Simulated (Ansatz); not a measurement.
# Al₂₆N₂₇ (charge −1): field-gradient calculation (part 3 of 3)

The same run, continued: Al₂₆N₂₇ (defect cell, 53 atoms in the cell, total charge −1); DFT, PBE, dispersion d4, plane waves, PAW, spin-polarised (Ansatz 0.2.0); cutoff 420 eV, 3×3×3 k-mesh, Fermi–Dirac smearing of 0.01 eV, collinear spins. The structure derives from an entry of the Crystallography Open Database. The settings are looser than a standard set-up, so the numbers are not reference values.

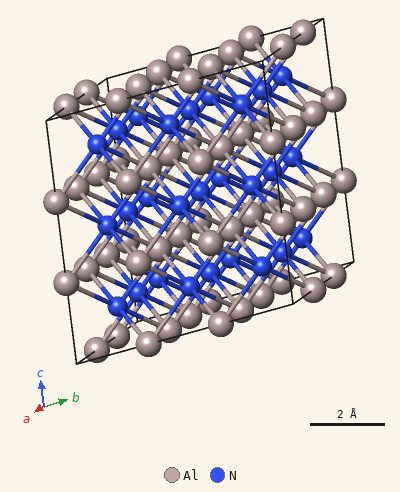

Fig. 1: The input geometry (ball-and-stick view of the cell of the calculation, seen slightly off an axis).

## What the program printed, continued
```
  k-point 0 ↑: bands = ["-6.3682", "-4.3086", "-4.3086", "-4.3086", "-4.2394", "-4.0886", "-4.0886", "-4.0886", "-4.0409", "-3.4859", "-3.4859", "-3.3288", "-3.3288", "-3.3288", "-2.4368", "-2.1700", "-2.1700", "-2.1700", "-2.1415", "-2.0373", "-2.0373", "-2.0373", "-1.3572", "-1.3572", "-1.3572", "-1.3270", "-1.3270", "5.1629", "5.1629", "5.1629", "5.1761", "5.1761", "5.1761", "5.1876", "5.2131", "5.2918", "5.2918", "5.2918", "5.3085", "5.3085", "5.3667", "5.3667", "5.3667", "5.4261", "5.4261", "5.4864", "5.4864", "5.4864", "5.5586", "5.5586", "5.5586", "5.5706", "5.8616", "5.8616", "5.8616", "6.0366", "6.2441", "6.2441", "6.2441", "6.2950", "6.2950", "6.8761", "6.8761", "6.8761", "7.9005", "9.3612", "9.3612", "9.3612", "9.3730", "9.3730", "9.3730", "9.4547", "9.4547", "9.4547", "9.4577", "9.4577", "9.4577", "9.5552", "9.7343", "9.7343", "9.7343", "9.8958", "9.8958", "10.2124", "10.2124", "10.2124", "10.3737", "10.3737", "10.3737", "10.7318", "10.7318", "10.7412", "10.7412", "10.7412", "11.0338", "11.0338", "11.0338", "11.0853", "11.0853", "11.0853", "11.2546", "11.2546", "11.2546", "11.9725", "11.9725", "12.2069", "12.2069", "12.2069", "18.0044", "18.0044", "18.0424", "18.2578", "18.2578", "18.2578", "18.5958", "18.7772", "18.8162", "18.8162", "18.8162", "18.8926", "18.8926", "18.9260", "18.9260", "18.9260", "19.0856", "19.0856", "19.0856", "19.1523", "19.1523", "19.1523", "19.2985", "19.3684", "19.3684", "19.3893", "19.5338", "19.5338", "19.5338", "19.8084", "19.8084", "19.8084", "21.0008", "23.2031", "23.2031", "23.2145", "23.2145", "23.2145", "23.3023", "23.3023", "23.3023", "23.3693", "23.3693", "23.3693", "23.9977", "23.9977", "23.9977", "24.0724", "24.0724", "24.0724", "24.0883", "24.2779", "24.2779", "24.3336"]
  k-point 1 ↑: bands = ["-6.1137", "-5.3176", "-4.4400", "-4.4300", "-4.4300", "-4.1165", "-4.1165", "-3.7968", "-3.4945", "-3.4945", "-3.3217", "-3.0773", "-2.7048", "-2.7048", "-2.5805", "-2.5784", "-2.5784", "-2.1671", "-2.0991", "-2.0346", "-2.0346", "-1.9693", "-1.4546", "-1.4546", "-1.4115", "-1.3071", "-1.3071", "3.4484", "4.4996", "4.5150", "4.5150", "4.5955", "4.5955", "4.6001", "4.7194", "4.7194", "4.8120", "4.8283", "4.8283", "4.9590", "5.1221", "5.1221", "5.2295", "5.4609", "5.4609", "5.6333", "6.2630", "6.2630", "6.2942", "6.5566", "6.5566", "6.5816", "6.6065", "6.6125", "6.6125", "6.9986", "6.9986", "7.0742", "7.0742", "7.2331", "7.5783", "7.6582", "7.6582", "7.7924", "8.4338", "8.4338", "8.5473", "8.8107", "9.0626", "9.1147", "9.1698", "9.1698", "9.2330", "9.2330", "9.2682", "9.2682", "9.4611", "9.4813", "9.4887", "9.4887", "9.7116", "9.7635", "9.7635", "9.9244", "9.9867", "9.9876", "9.9876", "10.0733", "10.0733", "10.4573", "10.4944", "10.5584", "10.5674", "10.5674", "10.6043", "10.6043", "10.7636", "10.7636", "10.8645", "10.8645", "11.0741", "11.1738", "11.2189", "11.2189", "11.8479", "11.8479", "12.0680", "12.0680", "17.9445", "18.0337", "18.0337", "18.3520", "18.3520", "18.5694", "18.7283", "19.0575", "19.0575", "19.1122", "19.3358", "19.4200", "19.4473", "19.4473", "19.7844", "19.7844", "19.8159", "19.8952", "19.8952", "20.0945", "20.1664", "20.1664", "20.1947", "20.2043", "20.3311", "20.3785", "20.3785", "20.6423", "20.6423", "20.7730", "20.8315", "20.8315", "21.1037", "21.2686", "21.2686", "21.7246", "22.4027", "22.4027", "22.5232", "22.5677", "22.5677", "22.6455", "22.8136", "22.8136", "22.9195", "23.0176", "23.0629", "23.0629", "23.4375", "23.4430", "23.4430", "23.5470", "23.5470", "23.6014"]
  k-point 2 ↑: bands = ["-6.0261", "-5.0860", "-4.8723", "-4.7698", "-4.7698", "-4.2600", "-3.3790", "-3.3790", "-3.2796", "-3.2751", "-3.2687", "-3.0014", "-3.0014", "-2.6630", "-2.6630", "-2.6124", "-2.5403", "-2.4609", "-2.3624", "-2.0886", "-2.0886", "-1.8149", "-1.6165", "-1.3948", "-1.3948", "-1.2500", "-1.1333", "3.8928", "3.9166", "4.0116", "4.0116", "4.1726", "4.2074", "4.2074", "4.5141", "4.5982", "4.7937", "4.9865", "5.0096", "5.0096", "5.3664", "5.5175", "5.5175", "5.5797", "5.9572", "6.0067", "6.0067", "6.1518", "6.4460", "6.4460", "6.5473", "6.7397", "6.7822", "6.8088", "7.1142", "7.1142", "7.2068", "7.4754", "7.5170", "7.5170", "7.8132", "7.8132", "7.8397", "8.4305", "8.4305", "8.4427", "8.4974", "8.5391", "8.5644", "8.7568", "8.9753", "8.9753", "9.0111", "9.0650", "9.0650", "9.4418", "9.4521", "9.4521", "9.4977", "9.7930", "9.8292", "9.8292", "9.8648", "9.9056", "9.9056", "9.9123", "9.9869", "9.9982", "9.9982", "10.0869", "10.1235", "10.3524", "10.3557", "10.3557", "10.4172", "10.5139", "10.5139", "10.5665", "10.7660", "10.7660", "11.1613", "11.2972", "11.3186", "11.3186", "11.4254", "11.8417", "11.8417", "12.0459", "17.3190", "17.6370", "19.0957", "19.0957", "19.1905", "19.2220", "19.3792", "19.3792", "19.3885", "19.4280", "19.4990", "19.5124", "19.6630", "19.6819", "19.6819", "19.6947", "19.8932", "19.9930", "19.9930", "20.0958", "20.0958", "20.1796", "20.1909", "20.2421", "20.5750", "20.5750", "20.6121", "20.6619", "21.0680", "21.1131", "21.1805", "21.1863", "21.1863", "21.2363", "21.4147", "21.4147", "21.8978", "22.2694", "22.3764", "22.4338", "22.4338", "22.4565", "22.5024", "22.6011", "22.6011", "22.7120", "22.7201", "22.7201", "22.7845", "22.8044", "22.8543", "22.9161", "22.9161", "23.3178"]
  k-point 3 ↓: bands = ["-5.6933", "-5.4412", "-5.2629", "-4.6425", "-4.4638", "-3.6978", "-3.6967", "-3.5583", "-3.3422", "-3.3024", "-3.0070", "-2.8860", "-2.7126", "-2.6821", "-2.6037", "-2.4795", "-2.3711", "-2.3684", "-2.3682", "-2.0965", "-1.9824", "-1.5008", "-1.4414", "-1.2707", "-1.2646", "-1.0752", "-0.9041", "3.3741", "3.5031", "3.8949", "4.0333", "4.2168", "4.3643", "4.4128", "4.6263", "4.7327", "4.8724", "4.9971", "5.0242", "5.1582", "5.2220", "5.2351", "5.6958", "5.7134", "5.7245", "5.7798", "5.8321", "6.2827", "6.3795", "6.5406", "6.5572", "7.2679", "7.3205", "7.5507", "7.6793", "7.7615", "7.8286", "7.9593", "8.0446", "8.0486", "8.1346", "8.1813", "8.3191", "8.3751", "8.4133", "8.4681", "8.5182", "8.5374", "8.6003", "8.6926", "8.7610", "8.8021", "8.9264", "8.9468", "9.0783", "9.0901", "9.1131", "9.2379", "9.3119", "9.3557", "9.6360", "9.6627", "9.7054", "9.7767", "9.7947", "9.7973", "9.9661", "10.1505", "10.1640", "10.1760", "10.2319", "10.3091", "10.3925", "10.4479", "10.4574", "10.5057", "10.7104", "10.7684", "10.8002", "11.0523", "11.1334", "11.1757", "11.4090", "11.4191", "11.6618", "12.0385", "12.0951", "12.4142", "17.5521", "18.5320", "18.8051", "18.8252", "18.8758", "18.9199", "19.1949", "19.4373", "19.5662", "19.6749", "19.7430", "19.7861", "19.7973", "20.0235", "20.2961", "20.3917", "20.4531", "20.5789", "20.6424", "20.6715", "20.6815", "20.6975", "20.7907", "20.8606", "20.9524", "20.9831", "21.0564", "21.1447", "21.1933", "21.4340", "21.4646", "21.4749", "21.4888", "21.5866", "21.5875", "21.6551", "21.6741", "21.7531", "21.7805", "21.8318", "21.8796", "21.9316", "21.9959", "22.1286", "22.3541", "22.3750", "22.4097", "22.4505", "22.5348", "22.5373", "22.6677", "22.7300", "22.9336", "23.0292"]
--- Löwdin populations: 53 sites ---
  site symbol       q [e]    m [muB]
     0     Al      1.8924    -0.0078
     1     Al      1.8924    -0.0078
     2     Al      1.8924    -0.0078
     3     Al      1.8912    -0.0028
     4     Al      1.8924    -0.0078
     5     Al      1.8924    -0.0078
     6     Al      1.8924    -0.0078
     7     Al      1.8912    -0.0028
     8     Al      1.8924    -0.0078
     9     Al      1.8912    -0.0028
    10     Al      1.8924    -0.0078
    11     Al      1.8912    -0.0028
    12     Al      1.8912    -0.0028
    13     Al      1.9090     0.0019
    14     Al      1.8924    -0.0078
    15     Al      1.9090     0.0019
    16     Al      1.9090     0.0019
    17     Al      1.8924    -0.0078
    18     Al      1.8924    -0.0078
    19     Al      1.8912    -0.0028
    20     Al      1.8924    -0.0078
    21     Al      1.9090     0.0019
    22     Al      1.9090     0.0019
    23     Al      1.8912    -0.0028
    24     Al      1.9090     0.0019
    25     Al      1.8912    -0.0028
    26      N      6.0477     0.0176
    27      N      6.0477     0.0176
    28      N      5.9296     0.2521
    29      N      6.0477     0.0176
    30      N      6.0415     0.0365
    31      N      6.0415     0.0365
    32      N      5.9296     0.2521
    33      N      6.0415     0.0365
    34      N      5.9296     0.2521
    35      N      6.0477     0.0176
    36      N      6.0415     0.0365
    37      N      6.0415     0.0365
    38      N      6.0415     0.0365
    39      N      6.0541    -0.0004
    40      N      6.0415     0.0365
    41      N      6.0415     0.0365
    42      N      6.0415     0.0365
    43      N      6.0477     0.0176
    44      N      5.9296     0.2521
    45      N      6.0415     0.0365
    46      N      5.9296     0.2521
    47      N      6.0415     0.0365
    48      N      6.0415     0.0365
    49      N      6.0477     0.0176
    50      N      5.9296     0.2521
    51      N      6.0477     0.0176
    52      N      6.0477     0.0176
  spilling = 0.010260 (of n_electrons = 214.000000)
```

## File populations.tsv
```
# site	symbol	l	j	q_up	q_dn
# orbitals = lowdin
# n_electrons = 214.000000
# spilling = 0.010260
0	Al	0_3S	-	0.230042	0.231963
0	Al	1_3P	-	0.712231	0.718149
1	Al	0_3S	-	0.230042	0.231963
1	Al	1_3P	-	0.712231	0.718149
2	Al	0_3S	-	0.230042	0.231963
2	Al	1_3P	-	0.712231	0.718149
3	Al	0_3S	-	0.229374	0.230327
3	Al	1_3P	-	0.714854	0.716694
4	Al	0_3S	-	0.230042	0.231963
4	Al	1_3P	-	0.712231	0.718149
5	Al	0_3S	-	0.230042	0.231963
5	Al	1_3P	-	0.712231	0.718149
6	Al	0_3S	-	0.230042	0.231963
6	Al	1_3P	-	0.712231	0.718149
7	Al	0_3S	-	0.229374	0.230327
7	Al	1_3P	-	0.714854	0.716694
8	Al	0_3S	-	0.230042	0.231963
8	Al	1_3P	-	0.712231	0.718149
9	Al	0_3S	-	0.229374	0.230327
9	Al	1_3P	-	0.714854	0.716694
10	Al	0_3S	-	0.230042	0.231963
10	Al	1_3P	-	0.712231	0.718149
11	Al	0_3S	-	0.229374	0.230327
11	Al	1_3P	-	0.714854	0.716694
12	Al	0_3S	-	0.229374	0.230327
12	Al	1_3P	-	0.714854	0.716694
13	Al	0_3S	-	0.232854	0.234392
13	Al	1_3P	-	0.722637	0.719158
14	Al	0_3S	-	0.230042	0.231963
14	Al	1_3P	-	0.712231	0.718149
15	Al	0_3S	-	0.232854	0.234392
15	Al	1_3P	-	0.722637	0.719158
16	Al	0_3S	-	0.232854	0.234392
16	Al	1_3P	-	0.722637	0.719158
17	Al	0_3S	-	0.230042	0.231963
17	Al	1_3P	-	0.712231	0.718149
18	Al	0_3S	-	0.230042	0.231963
18	Al	1_3P	-	0.712231	0.718149
19	Al	0_3S	-	0.229374	0.230327
19	Al	1_3P	-	0.714854	0.716694
20	Al	0_3S	-	0.230042	0.231963
20	Al	1_3P	-	0.712231	0.718149
21	Al	0_3S	-	0.232854	0.234392
21	Al	1_3P	-	0.722637	0.719158
22	Al	0_3S	-	0.232854	0.234392
22	Al	1_3P	-	0.722637	0.719158
23	Al	0_3S	-	0.229374	0.230327
23	Al	1_3P	-	0.714854	0.716694
24	Al	0_3S	-	0.232854	0.234392
24	Al	1_3P	-	0.722637	0.719158
25	Al	0_3S	-	0.229374	0.230327
25	Al	1_3P	-	0.714854	0.716694
26	N	0_2S	-	0.691866	0.692090
26	N	1_2P	-	2.340809	2.322937
27	N	0_2S	-	0.691866	0.692090
27	N	1_2P	-	2.340809	2.322937
28	N	0_2S	-	0.715567	0.706961
28	N	1_2P	-	2.375307	2.131816
29	N	0_2S	-	0.691866	0.692090
29	N	1_2P	-	2.340809	2.322937
30	N	0_2S	-	0.693024	0.692488
30	N	1_2P	-	2.345969	2.309999
31	N	0_2S	-	0.693024	0.692488
31	N	1_2P	-	2.345969	2.309999
32	N	0_2S	-	0.715567	0.706961
32	N	1_2P	-	2.375307	2.131816
33	N	0_2S	-	0.693024	0.692488
33	N	1_2P	-	2.345969	2.309999
34	N	0_2S	-	0.715567	0.706961
34	N	1_2P	-	2.375307	2.131816
35	N	0_2S	-	0.691866	0.692090
35	N	1_2P	-	2.340809	2.322937
36	N	0_2S	-	0.693024	0.692488
36	N	1_2P	-	2.345969	2.309999
37	N	0_2S	-	0.693024	0.692488
37	N	1_2P	-	2.345969	2.309999
38	N	0_2S	-	0.693024	0.692488
38	N	1_2P	-	2.345969	2.309999
39	N	0_2S	-	0.690640	0.691054
39	N	1_2P	-	2.336218	2.336220
40	N	0_2S	-	0.693024	0.692488
40	N	1_2P	-	2.345969	2.309999
41	N	0_2S	-	0.693024	0.692488
41	N	1_2P	-	2.345969	2.309999
42	N	0_2S	-	0.693024	0.692488
42	N	1_2P	-	2.345969	2.309999
43	N	0_2S	-	0.691866	0.692090
43	N	1_2P	-	2.340809	2.322937
44	N	0_2S	-	0.715567	0.706961
44	N	1_2P	-	2.375307	2.131816
45	N	0_2S	-	0.693024	0.692488
45	N	1_2P	-	2.345969	2.309999
46	N	0_2S	-	0.715567	0.706961
46	N	1_2P	-	2.375307	2.131816
47	N	0_2S	-	0.693024	0.692488
47	N	1_2P	-	2.345969	2.309999
48	N	0_2S	-	0.693024	0.692488
48	N	1_2P	-	2.345969	2.309999
49	N	0_2S	-	0.691866	0.692090
49	N	1_2P	-	2.340809	2.322937
50	N	0_2S	-	0.715567	0.706961
50	N	1_2P	-	2.375307	2.131816
51	N	0_2S	-	0.691866	0.692090
51	N	1_2P	-	2.340809	2.322937
52	N	0_2S	-	0.691866	0.692090
52	N	1_2P	-	2.340809	2.322937
```

## Results in brief

| quantity | value |
| --- | --- |
| outcome | converged |
| electrons treated | 214 |
| free energy | −24405.1217 eV |
| Fermi energy | 12.247 eV |
| net moment of the cell | 2.00 μB |
| integrated absolute moment | 2.11 μB |
| pressure | 17.52 GPa |
| field gradient V_zz (10²¹ V/m²) | Al 0.45, Al 0.45, Al 0.45, Al −0.0172, Al 0.45, Al 0.45, Al 0.45, Al −0.0172 (the first 8 of 53 sites) |
| largest force (length of the vector) | 1.995 eV/Å |
| hardware | 1 thread of Intel Xeon @ 2.90GHz (Ice Lake), 64 GiB of memory available, shared host |
| wall time | 94 s |
| peak memory | 1.3 GiB |

## Remarks

Settings chosen away from the usual ones: hamiltonian.dispersion = "d4", scf.convergence.dr2_threshold = 0.0001. These settings are looser than, or depart from, a standard set-up, so the numbers are not reference values for this system. Warnings of the run: the SCF threshold is loose for the printed forces; the SCF threshold is looser than advised for the printed stress.
